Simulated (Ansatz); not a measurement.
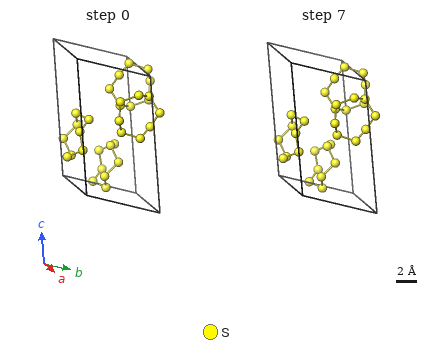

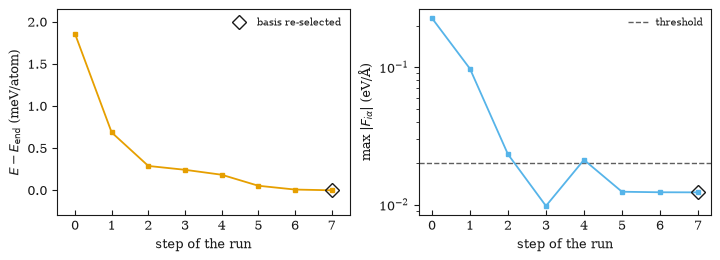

First and last geometry of a relaxation of solid S (built on the alpha type), with the history of the run. Style: ball-and-stick. Shown: the reduced cell, slightly off an axis. Lengths and directions refer to the drawn axes.

All numbers below come from Ansatz, DFT r2SCAN, scalar-relativistic, plane waves, PAW. Settings: plane-wave cutoff 500 eV; k-point mesh 4 × 4 × 4; occupations gaussian; smearing width 0.05 eV; no spin polarisation; cell relaxed at fixed volume; force threshold 0.02 eV/Å; at most 40 steps.

What do the curves and the structures tell?

Answer. It converged. The largest moves relative to the cell, 0.11 Å, are those of S atoms. The drawn cell changes at constant volume: a = b 9.137 → 9.313 Å (+1.9 %), c 14.326 → 13.939 Å (−2.7 %), α 104.8° → 105.3°, β 104.8° → 105.3°, γ 101.4° → 102.3°. Among the contacts that change: S–S 2.067 → 2.057 Å. The space group stays Fddd (No. 70). After 6 accepted moves (7 points after the start) the energy has fallen by 1.9 meV per atom. Largest force component: 0.23 eV/Å at the start, 0.012 eV/Å at the end. Pressure: −1.09 GPa at the start and −0.34 GPa at the end. The SCF was repeated once at an unchanged geometry on a basis and grid sized afresh for the cell, which shifted the energy by less than 0.05 meV per atom at most. The run took of the order of 50 core-minutes on a shared host.
